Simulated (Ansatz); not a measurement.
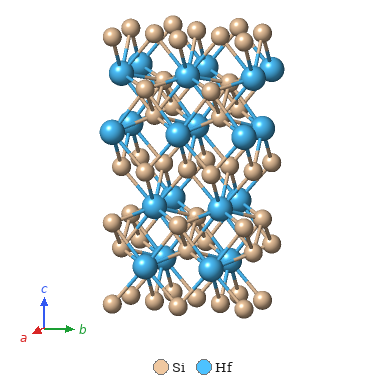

System: H on a slab of content Hf₂Si₅. The picture shows the clean slab (repeated in the plane, vacuum cut away).

Structure:
```yaml
crystal:
  lattice:
    - [3.63610, 0.00000, 0.00000]
    - [0.00000, 3.65000, 0.00000]
    - [0.00000, 0.00000, 31.35130]
  atoms:
    - { symbol: Si, position: [0.25000, 0.50000, 0.27112] }
    - { symbol: Si, position: [0.75000, 0.00000, 0.27132] }
    - { symbol: Hf, position: [0.75000, 0.50000, 0.33771] }
    - { symbol: Si, position: [0.25000, 0.00000, 0.36036] }
    - { symbol: Si, position: [0.75000, 0.00000, 0.41086] }
    - { symbol: Hf, position: [0.25000, 0.50000, 0.43352] }
    - { symbol: Si, position: [0.25000, 0.00000, 0.50000] }
    - { symbol: Si, position: [0.75000, 0.50000, 0.50015] }
    - { symbol: Hf, position: [0.75000, 0.00000, 0.56634] }
    - { symbol: Si, position: [0.25000, 0.50000, 0.59009] }
    - { symbol: Si, position: [0.75000, 0.50000, 0.64260] }
    - { symbol: Hf, position: [0.25000, 0.00000, 0.66024] }
    - { symbol: Si, position: [0.25000, 0.50000, 0.73025] }
    - { symbol: Si, position: [0.75000, 0.00000, 0.73005] }
```

Computed with Ansatz 0.2.0: adsorption at several starting sites on a slab cut from the named crystal, one adsorbate a surface cell, the lower planes held, the adsorption energy counts from the clean slab and the free, spin-polarised adsorbate, negative where bound, plane waves with PAW datasets, Γ-centred k mesh. Level: PBEsol, no spin polarisation.

crystal formula HfSi2; crystal space group number 63; Miller index h 0; Miller index k 1; Miller index l 0; top plane Si; bottom plane Si; planes 11; surface cell (1, 1); slab thickness as cut 14.35 Å; vacuum 17 Å; surface area 13.27 Å²; wave cutoff 420 eV; k mesh 8×8×1; occupations Gaussian; smearing width 0.1 eV; boundary dipole corrected; adsorbate H.

Sites are named by a rule of distances and placed in fractions of the cell vectors a and b; the slab's top layers relax too; key: 1 = top site at (0.25, 0.50); 2 = hollow site at (0.75, 0.50); 3 = bridge site at (0.50, 0.25).

Describe the result: the adsorption energy of each starting site.

The adsorbate slid sideways from no. 3 (by 1.2 Å). Among these starts the lowest is no. 3, at −2.612 eV; the next, no. 1, is 0.075 eV higher.

```json
{"starting site": "no. 1", "adsorption energy (eV)": "-2.537", "height over highest slab atom (Å)": "1.505", "lateral move (Å)": "0.00", "dipole change (e Å)": "0.050"}
{"starting site": "no. 2", "adsorption energy (eV)": "-1.691", "height over highest slab atom (Å)": "0.711", "lateral move (Å)": "0.00", "dipole change (e Å)": "0.040"}
{"starting site": "no. 3", "adsorption energy (eV)": "-2.612", "height over highest slab atom (Å)": "1.453", "lateral move (Å)": "1.18", "dipole change (e Å)": "0.042"}
```

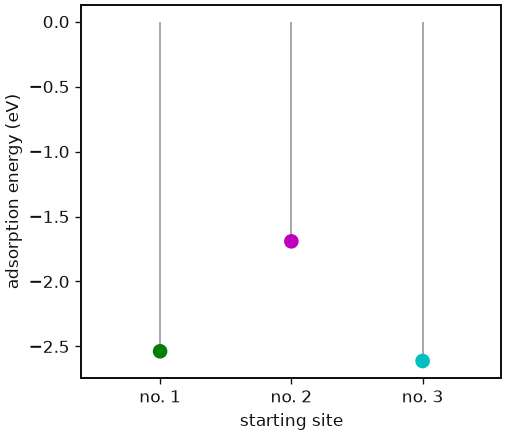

Note: xc potential rough in thin density.
